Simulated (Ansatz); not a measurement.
## W3Si: single-point calculation

W3Si (4 atoms in the cell), computed with DFT PBEsol, scalar-relativistic, plane waves, PAW, no spin polarisation (Ansatz 0.2.0).

The structure derives from a Materials Project entry. It belongs to a series of runs on one base structure; here: strain +0.000 along x and y, +0.050 along z, atoms carried along. Figures and captions count atoms from 1; the log counts them from 0 in places.

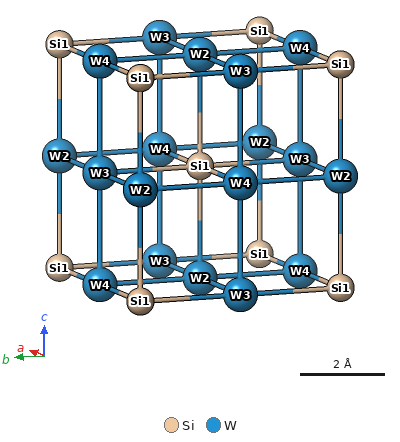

Fig. 1: The structure (ball-and-stick view of the cell 2 times as large as that of the calculation, set on its symmetry axes, seen at an oblique angle; atoms are numbered from 1 in the order of the input). An atom can appear more than once, as a periodic image. Near neighbours in the periodic cell (some may lie outside the picture): Si has 6 W at 2.58 to 2.71 Å; W has 2 Si at 2.58 to 2.71 Å and 4 W at 2.58 to 2.71 Å.

Key numbers

```json
{"quantity": "outcome", "value": "converged"}
{"quantity": "space group (tolerance 0.01 Å)", "value": "I4/mmm (139)"}
{"quantity": "electrons treated", "value": "46"}
{"quantity": "free energy", "value": "−31385.5458 eV"}
{"quantity": "Fermi energy", "value": "16.238 eV"}
{"quantity": "gap on the k-point mesh", "value": "none (metallic)"}
{"quantity": "pressure", "value": "−8.14 GPa"}
{"quantity": "largest force (length of the vector)", "value": "under 0.001 eV/Å"}
{"quantity": "hardware", "value": "2 threads of Intel Xeon @ 2.50GHz (Skylake/Cascade Lake), 189 GiB of memory available, shared host"}
{"quantity": "wall time", "value": "28 s (CPU time 53 s)"}
{"quantity": "peak memory", "value": "0.64 GiB"}
```

Notes

Spin–orbit coupling is left out, which matters for W.

Input
```yaml
crystal:
  lattice:
    - [-2.5771952866, 2.5771952866, 2.7060550509]
    - [2.5771952866, -2.5771952866, 2.7060550509]
    - [2.5771952866, 2.5771952866, -2.7060550509]
  atoms:
    - { symbol: Si, position: [0.0, 0.0, 0.0] }
    - { symbol: W, position: [0.5, 0.5, 0.0] }
    - { symbol: W, position: [0.5, 0.0, 0.5] }
    - { symbol: W, position: [0.0, 0.5, 0.5] }
basis:
  ecutwfc: 420
kpoints:
  mp_grid: { grid: [14, 14, 14] }
hamiltonian:
  xc: pbesol
scf:
  occupations: { method: gaussian, width: 0.15 }
output:
  forces: true
  stress: true
  eigenvalues: true
  write_density: true
  write_potential: true
  elf: true
  volumetric_format: npy
```

Launch command:
```bash
ansatz run input.yaml --threads 2 --pin off --max-ram 5120MiB --backend cpu --events-out ev --progress --plain --runs-dir out
```

What the program printed
```
Engine: ansatz 0.2.0, x86_64-unknown-linux-gnu
Pseudopotentials: kind: paw
Pseudopotential: Si, paw, valence charge 4, recommended cutoff 420 eV (normal), Si.paw.azcp
Pseudopotential: W, paw, valence charge 14, recommended cutoff 420 eV (normal), W.paw.azcp
Functional definition: PBEsol
  exchange = pbesol_x
  correlation = pbesol_c
Crystal: 4 atoms, lattice volume = 71.894 Å³
Basis set: ecut = 420 eV, 1449 PW (Γ), exchange–correlation on 64×64×64 points (8 copies of the dense FFT grid, shifted against one another)
Bands: 28, of which v1, the nominal top of the filled ones, is band 23 counted from 1 (22 counted from 0)
Symmetry: 16 space group operations
Space group: I4/mmm (ITA 139), of the structure as read, at distance tolerance 4.2e-5 Å
k-points: 244 of 2744
Non-local potential: Si, projectors of the file, l = 0: 2, l = 1: 2, l = 2: 2
Non-local potential: W, projectors of the file, l = 0: 3, l = 1: 2, l = 2: 2, l = 3: 1
PAW form: soft (Blöchl's): semilocal exchange-correlation on the pseudo side does not see the compensation charge
PAW frozen core: Si, regenerated for the run's functional, and the local potential with it (the file was generated under x = pbe(κ = 0.804, μ = 0.2195149727645171), c = pbe(β = 0.06672455060314922))
PAW frozen core: W, regenerated for the run's functional, and the local potential with it (the file was generated under x = pbe(κ = 0.804, μ = 0.2195149727645171), c = pbe(β = 0.06672455060314922))
PAW one-centre angular grid: Si, 110 points (default); XC on 64 Gauss nodes
PAW one-centre angular grid: W, 590 points (default); XC on 64 Gauss nodes
Initial density: superposition of atomic densities (neutral atoms: chi_scale 0, normalization atom), corrected by the library's trained network
Initial wavefunctions: pseudopotential atomic-orbital guess
Functional: x = pbesol(κ = 0.804, μ = 0.12345679012345678), c = pbesol(β = 0.046)
SCF iter   1: F=—  HF=-31385.551947 eV  |F-HF|=—  |Δ(HF+E_count)|=         —  Δρ=6.82e-3  dr2=3.76e-2  ethr=1.77e-3  ⟨swp⟩=4.9  Hψ=28724  notcnv=0
preconditioner: auto → Kerker (q_TF=auto, 2.533 Å⁻¹)  [metal: Δε(μ)=0.003 eV  Ē_g=4.512 eV  σ=0.150 eV  W_gap=0.01  n_scr=18 (ndim 8)  ℏωp=20.5 eV  f_vac=0.000  D(μ)=4.84/eV (n_scr^D=54)]
SCF iter   2: F=—  HF=-31385.547077 eV  |F-HF|=—  |Δ(HF+E_count)|=   4.87e-3  Δρ=3.47e-3  dr2=8.55e-3  ethr=8.17e-5  ⟨swp⟩=1.0  Hψ=8784  notcnv=0
SCF iter   3: F=—  HF=-31385.545755 eV  |F-HF|=—  |Δ(HF+E_count)|=   1.32e-3  Δρ=3.24e-4  dr2=3.55e-5  ethr=1.86e-5  ⟨swp⟩=2.0  Hψ=8820  notcnv=0
SCF iter   4: F=—  HF=-31385.545755 eV  |F-HF|=—  |Δ(HF+E_count)|=   7.62e-7  Δρ=4.87e-5  dr2=1.08e-6  ethr=7.72e-8  ⟨swp⟩=2.5  Hψ=12105  notcnv=0
iter 5 did not close the SCF: its close was put off for the readings that it lacked (scf_convergence_deferred on its scf_iter line)
SCF iter   5: F=-31385.545755 eV  HF=-31385.545755 eV  |F-HF|=8.84e-10  |Δ(HF+E_count)|=   1.51e-7  Δρ=9.51e-6  dr2=3.60e-8  ethr=2.34e-9  ⟨swp⟩=2.3  Hψ=9697  notcnv=0
SCF iter   6: F=-31385.545755 eV  HF=-31385.545755 eV  |F-HF|=2.69e-10  |Δ(HF+E_count)|=   3.80e-9  Δρ=1.39e-6  dr2=1.09e-9  ethr=7.82e-11  ⟨swp⟩=6.6  Hψ=41503  notcnv=0
SCF 1 converged in 6 iterations: F = -31385.545755 eV  dr2 = 1.09e-9
  greatest PAW one-centre occupation: 1.000 electrons in one spin orbital (limit 2), on the W atom at site 3 (counted from 0), in its partial waves of l = 0
SCF converged after 6 iterations
Free energy (F): -31385.545755 eV
Harris-Foulkes:  -31385.545755 eV  (|F-HF|=2.69e-10)
Internal energy: -31385.490552 eV  (E = F + TS)
E sigma→0 (E₀):  -31385.518154 eV
Entropy (-TS):   -0.055202 eV (-13.801 meV/atom)
Fermi energy:    16.238172 eV
--- Per-component energies (eV) ---
  E_band       = -452.846544
  E_kinetic    = 1383.804478
  E_local      = -2725.524794  (includes V_loc(G=0)·N_el)
  E_nonlocal   = 42.414689
  E_hartree    = 993.417065
  E_xc         = -844.797508
  E_vxc        = -755.712857  (∫ρ·V_xc dr)
  E_paw        = -25808.066617  (= ΣΔE_a)
  E_vpaw       = -384.663127  (= ΣTr[D̂ρ^β])
  E_aug_tail   = -0.000189  (compensation charges beyond the density's cutoff)
  E_ewald      = -4427.434616
  E_core_change = 0.696937  (= ΣΔE_core)
  E_smearing   = -0.055202  (= −TS)
  E_closure    = -0.000000  (closes the sum)
  Σ components = -31385.545755   (vs F -31385.545755, Δ=0.00e0)
--- Forces (eV/Å), atoms counted from 1 ---
  atom   1  Si    -0.00000000     0.00000000     0.00000000
  atom   2  W      0.00000000     0.00000000     0.00000000
  atom   3  W      0.00000000     0.00000000     0.00000000
  atom   4  W      0.00000000     0.00000000     0.00000000
  max |Σ_I F_I| component: 4.06e-29 eV/Å
--- Stress (GPa, compression-positive) ---
       -3.809851       0.000000      -0.000000
        0.000000      -3.809851      -0.000000
        0.000000       0.000000     -16.799079
  P = ⅓ Tr σ = -8.1396 GPa (-81.396 kbar)
--- Band table (eV; the first three rows and the last of 244) ---
  k-point 0: bands = ["-57.6871", "-57.5501", "-57.5056", "-22.5505", "-22.5505", "-22.2828", "-21.9442", "-21.9442", "-21.9198", "-21.3115", "-21.0705", "-21.0705", "5.9891", "11.5617", "11.6818", "11.7390", "11.7390", "12.3807", "12.6489", "15.9007", "15.9561", "15.9561", "16.6178", "16.6875", "18.0168", "18.0168", "18.1193", "19.9027"]
  k-point 1: bands = ["-57.6850", "-57.5502", "-57.5077", "-22.5339", "-22.5329", "-22.2831", "-21.9460", "-21.9431", "-21.9191", "-21.3122", "-21.0912", "-21.0901", "6.0583", "11.5858", "11.7278", "11.7454", "11.7986", "12.4526", "12.6728", "15.2899", "15.6945", "15.8931", "16.9163", "17.2651", "17.9702", "18.0825", "18.1504", "19.6872"]
  k-point 2: bands = ["-57.6787", "-57.5504", "-57.5139", "-22.4846", "-22.4811", "-22.2839", "-21.9512", "-21.9400", "-21.9173", "-21.3143", "-21.1519", "-21.1475", "6.2617", "11.5692", "11.7629", "11.9235", "11.9763", "12.6641", "12.7497", "14.4664", "15.2928", "15.8807", "17.2333", "17.5735", "17.7783", "18.2643", "18.7209", "19.2566"]
  k-point 243: bands = ["-57.6487", "-57.6182", "-57.4757", "-22.5801", "-22.5801", "-22.3400", "-21.9183", "-21.9183", "-21.8583", "-21.3237", "-21.0737", "-21.0737", "7.4776", "11.4483", "11.7872", "12.9043", "12.9766", "13.3291", "13.4623", "13.4623", "13.6748", "13.6748", "16.2006", "16.2922", "17.1605", "17.1605", "17.5140", "19.6933"]
```

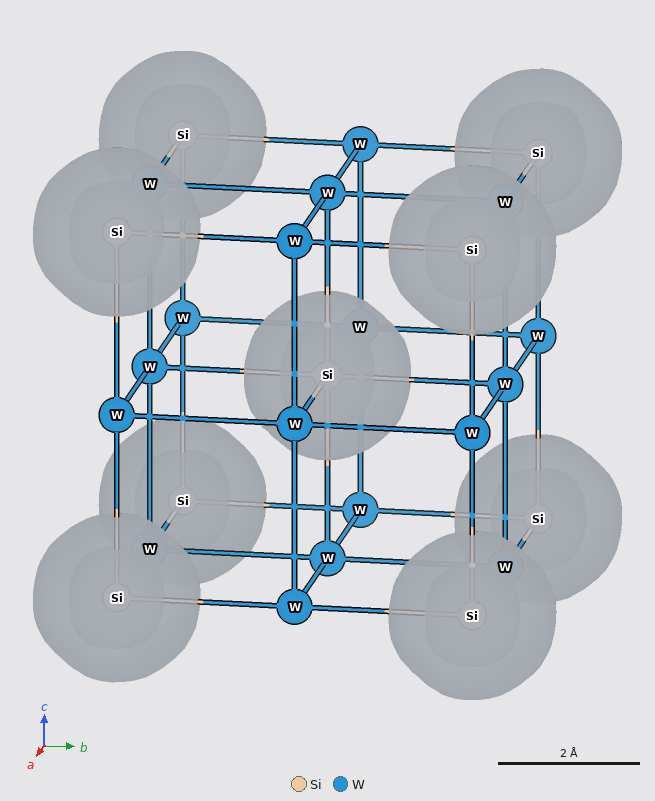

Fig. 2: Isosurface of the ELF at 0.6 (grey), seen slightly off an axis. Core shells and regions of very low density are left out. Sticks mark near contacts. The outline is the cell set on symmetry axes. Along the contacts the grid gives the following. Si–W (2.58 Å): the ELF is about 0.50 at the midpoint. W–W (2.58 Å): the ELF is about 0.40 at the midpoint; no shared electron pair. The fields are those of the smooth PAW valence density.

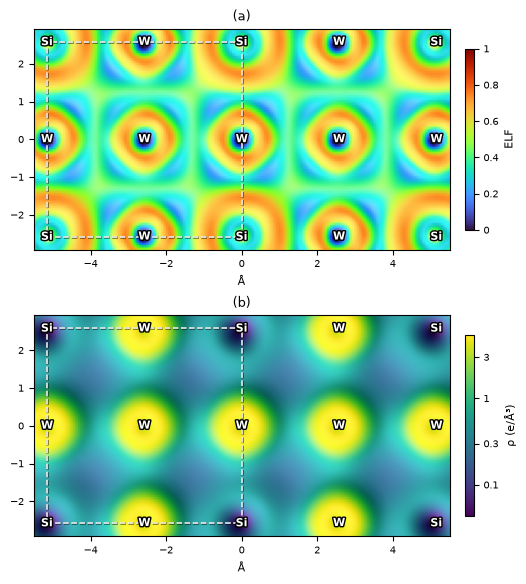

Fig. 3: (a) ELF; (b) valence pseudo-density on the (001) plane of the conventional cell. Si–W (2.58 Å): ρ is about 0.43 e/Å³ halfway; the ELF is about 0.50 at the midpoint. W–W (2.58 Å): ρ at the midpoint is about 0.57 e/Å³; the ELF is about 0.40 at the midpoint (no shared electron pair). Away from the nuclei the density in this plane falls to 0.21 e/Å³ at its lowest. The strong features right at W lie inside the PAW spheres (semicore, d or f shells) and say nothing about bonding.

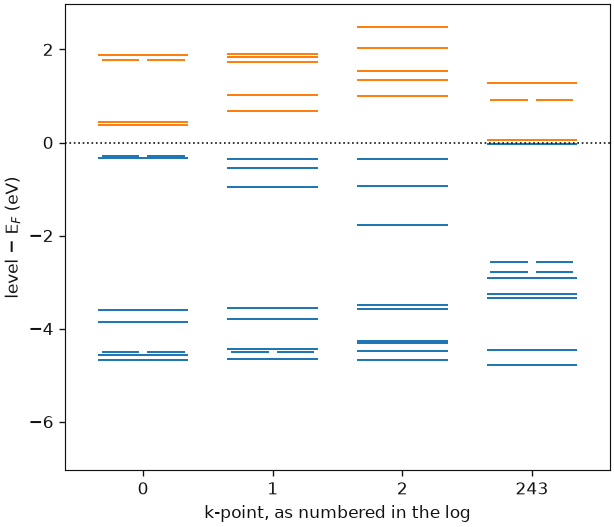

Fig. 4: Kohn–Sham levels near the Fermi level (dotted) at the few k-points that the log prints; levels within 0.02 eV of each other stand side by side. The system is metallic on the full mesh.
